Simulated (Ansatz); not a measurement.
System PtSe₂ (space group P4/nmm, No. 129); source of the atomic positions: the end point of a relaxation with DFT PBE, scalar-relativistic, plane waves, PAW in Ansatz 0.2.0; the starting structure was generated, so it need not be a known form of this composition.

```cif
data_structure
_symmetry_space_group_name_H-M 'P4/nmm:1'
_symmetry_Int_Tables_number 129
_cell_length_a 3.6051
_cell_length_b 3.6051
_cell_length_c 10.7687
_cell_angle_alpha 90.000
_cell_angle_beta 90.000
_cell_angle_gamma 90.000
_cell_volume 139.96
loop_
_atom_site_label
_atom_site_type_symbol
_atom_site_symmetry_multiplicity
_atom_site_Wyckoff_symbol
_atom_site_fract_x
_atom_site_fract_y
_atom_site_fract_z
_atom_site_occupancy
Pt1 Pt 2 c 0.50000 0.00000 0.42457 1
Se1 Se 2 a 0.00000 0.00000 0.00000 1
Se2 Se 2 c 0.50000 0.00000 0.65633 1
```

Describe how the polyhedra about Pt are linked (bonds: Pt–Se below 3 Å).

Pt: PtSe5 square pyramid, sharing edges with eight neighbours and corners with four neighbours.

They form layers of corner- and edge-sharing square pyramids parallel to (001).

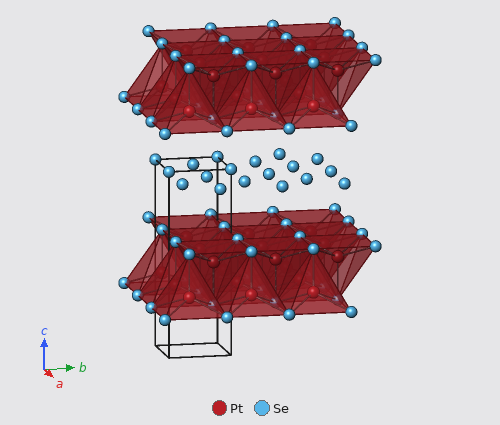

Polyhedra are drawn about Pt (bonds: Pt–Se below 3 Å); other atoms are plain spheres.
